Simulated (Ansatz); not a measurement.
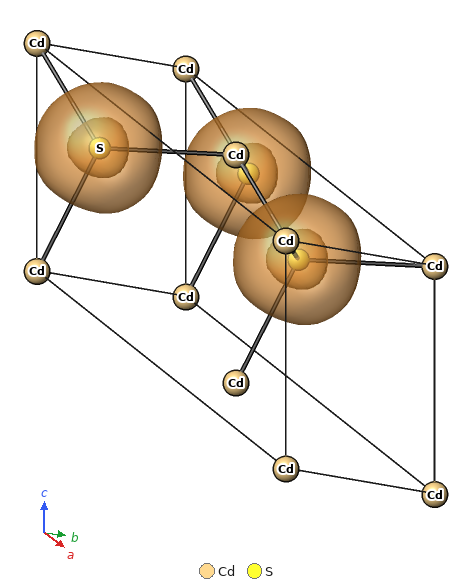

*CdS. Isosurface of the ELF at 0.7 (orange), seen at an oblique angle. Only the valence region is drawn (cores and ρ < 0.01 e/Å³ removed). Sticks mark near contacts.*

Space group P1; changed on purpose from its base cell (atoms moved at random by about 0.02 A); computed pressure about −2 GPa in this cell.

Level of theory: Kohn-Sham DFT of a periodic cell, LDA, spin-orbit coupling, Ansatz PAW in Ansatz 0.2.0.

Core electrons are frozen (PAW), and the valence fields are smoothed inside the atomic spheres.

Where are the electrons localised?

Answer. The surface consists of two regions wrapped around S (the valence shell of each), counted in one cell of 4 atoms. Any copies at cell faces, edges or corners count once. Along the contacts the grid gives the following. Cd–S (2.50 Å): the ELF peaks at about 0.90 in the valence shell of S, 0.8 Å from its nucleus, and is about 0.35 at the midpoint. Cd–S (2.55 Å): the ELF peaks at about 0.90 in the valence shell of S, 0.8 Å from its nucleus, and is about 0.30 at the midpoint.

Does the calculation give a band gap?

Answer. It is gapped, with a Kohn–Sham gap of 0.84 eV on the k-point mesh (the band edges may lie off the mesh, which would make the gap smaller).
